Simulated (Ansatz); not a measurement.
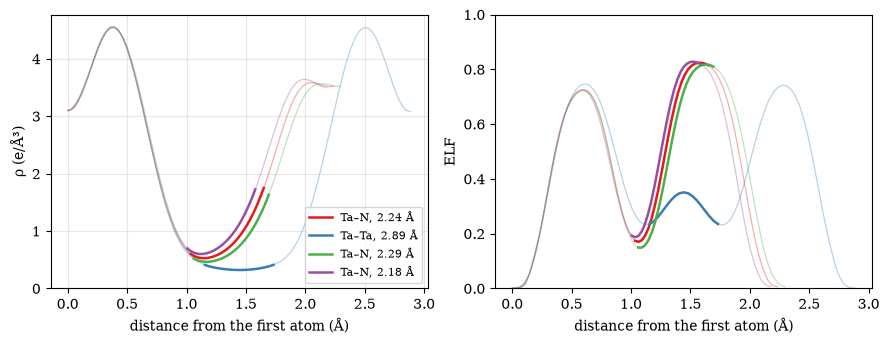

TaN. Valence charge density (pseudo) and electron localisation function along straight lines between neighbouring atoms. Thin, pale parts lie inside the atomic spheres.

Space group P2₁; not relaxed (largest force 2.0 eV/Å).

The calculation used Ansatz, DFT PBE, scalar-relativistic, plane waves, PAW.

Core electrons are frozen (PAW), and the valence fields are smoothed inside the atomic spheres.

Input

```
crystal:
  lattice:
    - [0.0, 0.0, 2.8977716017]
    - [2.9501846798, 0.0, 0.0]
    - [0.0, 5.1098697572, 0.0]
  atoms:
    - { symbol: Ta, position: [0.4755982569, -0.0239682209, 0.3333333333] }
    - { symbol: Ta, position: [0.5244017431, 0.5239682209, 0.8333333333] }
    - { symbol: "N", position: [-0.0088680358, 0.4906906828, 0.5] }
    - { symbol: "N", position: [0.0088680358, 0.0093093172, 0.0] }
basis:
  ecutwfc: 420
kpoints:
  mp_grid: { grid: [20, 20, 12] }
hamiltonian:
  xc: pbe
scf:
  occupations: { method: gaussian, width: 0.15 }
output:
  forces: true
  stress: true
  eigenvalues: true
  write_density: true
  write_potential: true
  elf: true
  volumetric_format: npy
```

Run with:

```sh
ansatz run input.yaml --threads 2 --pin off --max-ram 5120MiB --backend cpu --events-out ev --progress --plain --runs-dir out
```

Below, planes, directions and counts refer to the conventional cell (a = 2.90 Å, b = 5.11 Å, c = 2.95 Å, α = 90.00°, β = 90.00°, γ = 90.00°).

> What can be read from the curves?

Ta–N (2.24 Å): ρ at the midpoint is about 0.53 e/Å³; the ELF peaks at about 0.80 in the valence shell of N, 0.7 Å from its nucleus, and is about 0.20 at the midpoint: no shared electron pair shows on this line.
Ta–Ta (2.89 Å): ρ is about 0.32 e/Å³ halfway; the ELF is about 0.35 at the midpoint.
Ta–N (2.29 Å): ρ is about 0.47 e/Å³ halfway; the ELF peaks at about 0.80 in the valence shell of N, 0.7 Å from its nucleus, and is about 0.20 at the midpoint; no localised pair shows between them.
Ta–N (2.18 Å): ρ is about 0.61 e/Å³ halfway; the ELF peaks at about 0.85 in the valence shell of N, 0.7 Å from its nucleus, and is about 0.20 at the midpoint: no localised pair shows between them.
